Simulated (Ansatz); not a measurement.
The structure in question:

```
Ge
1.0
     3.10728   -3.14715   -3.15790
    -3.19040    3.32118   -3.41505
     3.67593    3.63267    3.24102
Ge
8
Direct
  0.00000 0.00000 0.00000
  0.88598 0.68846 0.19696
  0.19419 0.89708 0.70230
  0.69737 0.19962 0.91046
  0.40255 0.40839 0.41325
  0.49594 0.70017 0.20892
  0.19580 0.49555 0.69953
  0.70473 0.20462 0.50598
```

Question: Characterise the structure given above.

Answer: The element is germanium. Symmetry: P1 (translations only). The cell holds eight atoms.

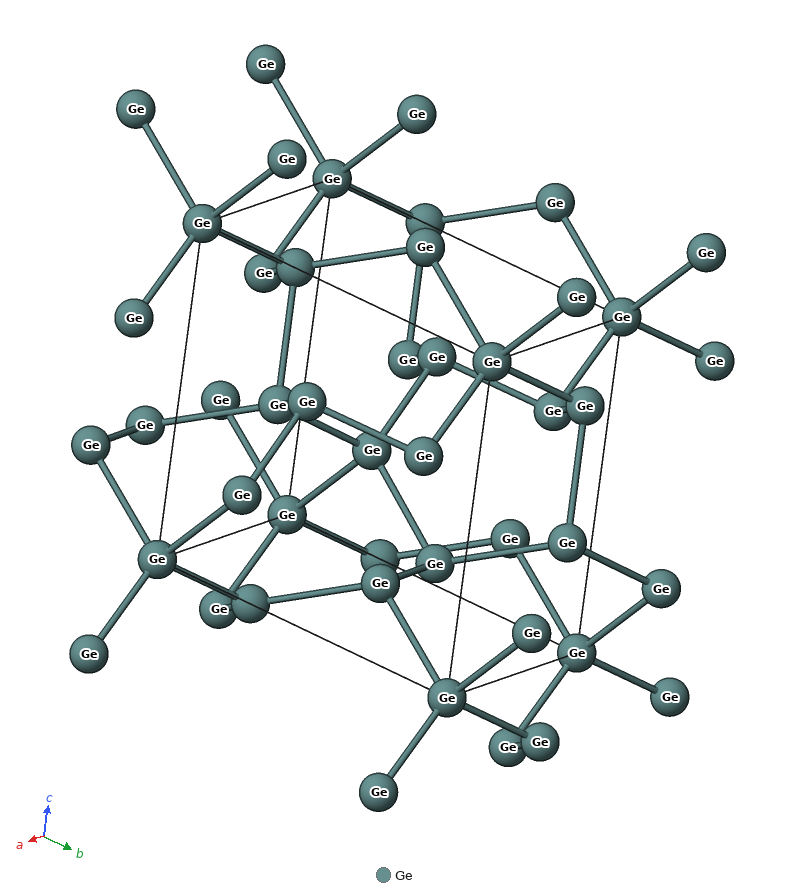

The image is a ball-and-stick drawing of a crystal, viewed slightly off an axis. The wireframe shows the unit cell. Periodic images bonded to atoms of the box are shown as well.

Provenance: a structure listed in the Materials Project. The cell was then strained or its atoms displaced on purpose. Ansatz was used for an electronic-structure calculation on it.

At this level of theory the run's own cell isn't at rest (compressed, at 11 GPa and forces up to 3.5 eV/Å), so its distances can differ from those at equilibrium, the more so the softer the solid.
